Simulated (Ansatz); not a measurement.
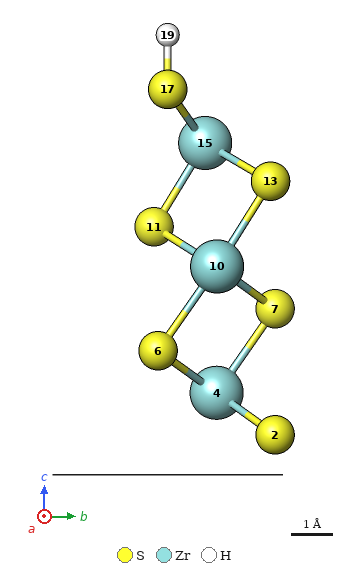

A slab of composition Zr$_{6}$HS$_{12}$ (cut from the P-3m1 phase), before the constrained relaxation. A ball-and-stick model of the cell of the calculation, outlined in the plane, without the vacuum (origin shifted), seen along the a axis.

Case: H put at a top S site. The slab is the (1 0 0) face of ZrS2 with H on it. 8 atoms are held fixed.

Theory: DFT PBE+D3(BJ), scalar-relativistic, plane waves, PAW (Ansatz).

Input
```yaml
crystal:
  lattice:
    - [7.2700393847, 0.0, 0.0]
    - [0.0, 5.7227454464, 0.0]
    - [0.0, 0.0, 27.3947183916]
  atoms:
    - { symbol: S, position: [0.5, 0.2552453887, 0.3102787873] }
    - { symbol: S, position: [0.0, 0.2552453887, 0.3102787873] }
    - { symbol: Zr, position: [0.25, 0.0, 0.3485832437] }
    - { symbol: Zr, position: [0.75, 0.0, 0.3485832437] }
    - { symbol: S, position: [0.5, 0.7447546113, 0.3868877002] }
    - { symbol: S, position: [0.0, 0.7447546113, 0.3868877002] }
    - { symbol: S, position: [0.75, 0.2552453887, 0.4251921568] }
    - { symbol: S, position: [0.25, 0.2552453887, 0.4251921568] }
    - { symbol: Zr, position: [0.5, 0.0021019192, 0.4637262489] }
    - { symbol: Zr, position: [0.0, 0.0021019192, 0.4637262489] }
    - { symbol: S, position: [0.75, 0.7272558534, 0.4999111544] }
    - { symbol: S, position: [0.25, 0.7272558534, 0.4999111544] }
    - { symbol: S, position: [0.0, 0.2353610761, 0.5413903036] }
    - { symbol: S, position: [0.5, 0.2353610761, 0.5413903036] }
    - { symbol: Zr, position: [0.75, -0.0500008208, 0.576262035] }
    - { symbol: Zr, position: [0.25, -0.0500008208, 0.576262035] }
    - { symbol: S, position: [0.0, 0.7867343895, 0.6251231361] }
    - { symbol: S, position: [0.5, 0.7867343895, 0.6251231361] }
    - { symbol: H, position: [0.5, 0.7867343895, 0.6747677421], spin: 1.0 }
basis:
  ecutwfc: 420
kpoints:
  mp_grid: { grid: [4, 5, 1] }
hamiltonian:
  xc: pbe
  dispersion: d3bj
scf:
  occupations: { method: gaussian, width: 0.05 }
output:
  forces: true
  eigenvalues: true
  populations: true
  write_density: true
  write_potential: true
  elf: true
  volumetric_format: npy
magnetization:
  spin_polarized: true
relax:
  adjacent_minimum: "off"
  f_tol: 0.03
  max_steps: 70
  constraints: [{ sites: [0, 1, 2, 3, 4, 5, 6, 7] }]
efield:
  axis: 3
  dipole_correction: true
  ramp_width: 0.04
```

Launched with:
```bash
ansatz run input.yaml --threads 4 --pin off --max-ram 10240MiB --backend cpu --events-out ev --progress --plain --runs-dir out
```

Where does the constrained relaxation end?

Answer. Over 9 accepted moves (11 points after the start) the energy falls by 0.613 eV per cell of the calculation. The largest force component goes from 1.7 to 0.0087 eV/Å. The line search rejected the trial steps at points 8, 10 of the run. The atom that moves furthest is H19 (0.68 Å at 64° to the normal (−c side)). Largest moves by element: H 0.68 Å, S 0.23 Å, Zr 0.16 Å. The cell doesn't change. Some distances before and after: Zr15–S18 2.443 → 2.683 Å, Zr15–Zr16 3.635 → 3.476 Å, Zr9–S14 2.512 → 2.621 Å, S13–Zr15 2.624 → 2.522 Å. Bond angles that change, for instance: Zr15–S18–H19 123.2° → 98.3°, Zr15–S14–Zr16 87.7° → 95.6°, S12–Zr16–S18 105.6° → 98.9°. The program noted that the starting moments weren't kept.

The end point in the same view:

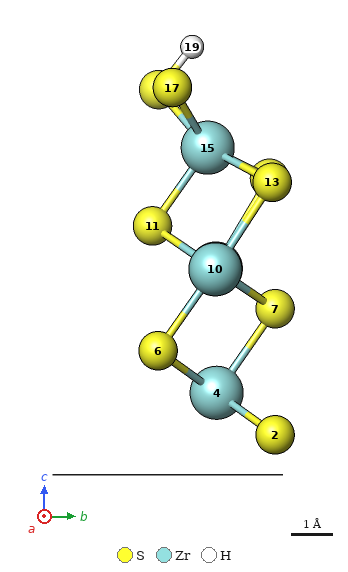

Limits of the set-up: the periodic images lie only 5.7 Å apart, so the values are limited by the cell's size.
